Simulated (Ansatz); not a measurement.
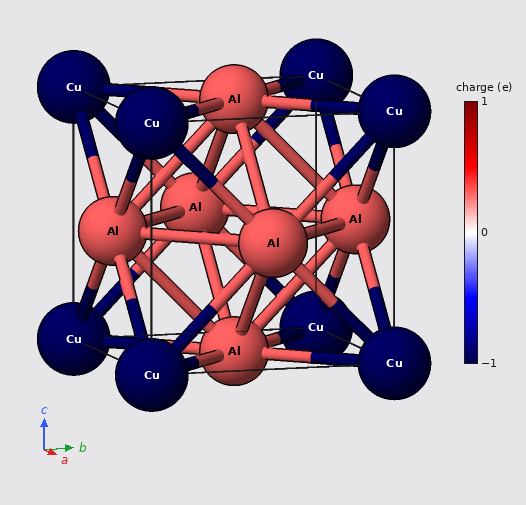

We look at a ball-and-stick model of the crystal slightly off an axis. The simulation cell is outlined; an atom on or near a face, edge or corner is repeated at each equivalent position. The atoms of this Al3Cu cell are coloured by their Bader charge.

Method: DFT r2SCAN, scalar-relativistic, plane waves, PAW (Ansatz); plane waves up to 500 eV, k-grid 12×12×12, Gaussian smearing of 0.1 eV, no spin polarisation.

> What do the colours say about charge transfer?

Most positive: Al; most negative: Cu. Charges: about Al +0.3 e; Cu -0.9 e.

The model was built from a structure listed in the Materials Project. Earlier steps of the study may have refined or changed the cell and positions. It went into a calculation with Ansatz.
